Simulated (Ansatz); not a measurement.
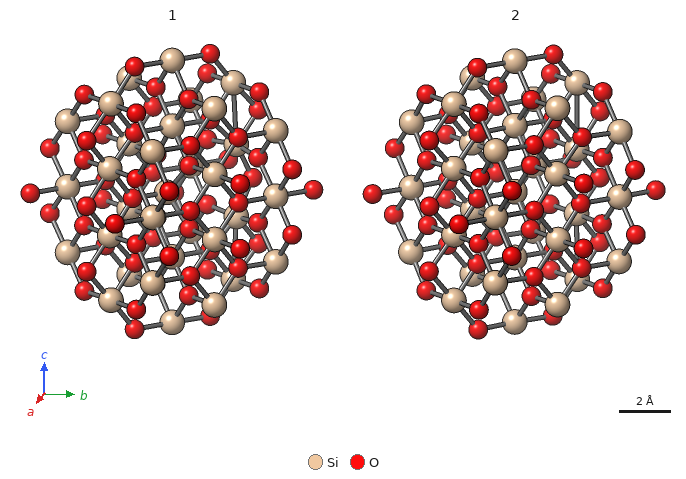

Two geometries of a defect cell of composition Si$_{24}$O$_{47}$ (cell charge +2), drawn at one scale. One is the start of a relaxation, the other its converged end. A ball-and-stick model of the atoms within 5.8 Å of the atom that moves most (axes of the cell of the calculation (origin shifted)), seen slightly off an axis.

Method: DFT, PBEsol, PAW, plane waves (Ansatz). (plane-wave cutoff 420 eV; k-point mesh 1 × 1 × 1; mesh shifted by (0.25, 0.25, 0.25); no spin polarisation; atoms relaxed in a fixed cell; force threshold 0.03 eV/Å; at most 80 steps)

Question: Which geometry has the lower energy?

Answer: Structure 1 is the relaxed one. The largest move is that of a Si atom, 0.25 Å along [1 −1 0]. By element the largest moves are Si 0.25 Å, O 0.19 Å. The lattice vectors keep their values. Near-neighbour distances that change, for instance: Si–Si 2.648 → 2.957 Å, Si–Si 2.700 → 2.543 Å, O–Si 1.801 → 1.648 Å, O–Si 1.784 → 1.652 Å. Bond angles that change, for instance: Si–O–Si 100.2° → 124.1°, O–Si–O 178.5° → 160.2°, O–Si–O 179.3° → 161.2°. Over 6 geometry steps the energy falls by 3.991 eV per cell of the calculation. Largest force component: 4 eV/Å at the start, 0.0073 eV/Å at the end. The run took 4.7 s on 1 × NVIDIA GB200 with 8 threads of Arm Neoverse-V2, peak memory 1.6 GiB.

Limits of the set-up: the periodic images lie only 8.0 Å apart, so the values are limited by the cell's size; the cell is charged, on a uniform background, and energies carry no finite-size correction.
